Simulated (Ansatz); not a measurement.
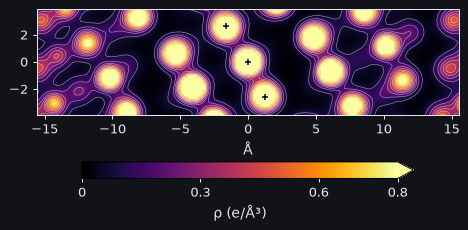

The valence charge density (pseudo) on a plane through atoms (crosses mark nuclei in the plane).

The calculation used Ansatz, DFT r2SCAN, scalar-relativistic, plane waves, PAW.

Candidates:
A. Bi$_{2}$Se$_{3}$, a = 4.16 Å, b = 4.16 Å, c = 30.17 Å, α = 90.00°, β = 90.00°, γ = 120.00°. Space group R-3m; a structure from a database of computed crystals, not necessarily the ambient phase.
B. P, a = 2.43 Å, b = 2.43 Å, c = 2.43 Å, α = 90.00°, β = 90.00°, γ = 90.00°. Space group Pm-3m; computed without spin polarisation.

Q: Which system is this?

A: Candidate A: Bi$_{2}$Se$_{3}$ on the (111) plane of the conventional cell, which holds Bi and Se. Bi–Se (2.86 Å): the density is about 0.34 e/Å³ at the midpoint. Bi–Se (3.09 Å): the density is about 0.22 e/Å³ at the midpoint.
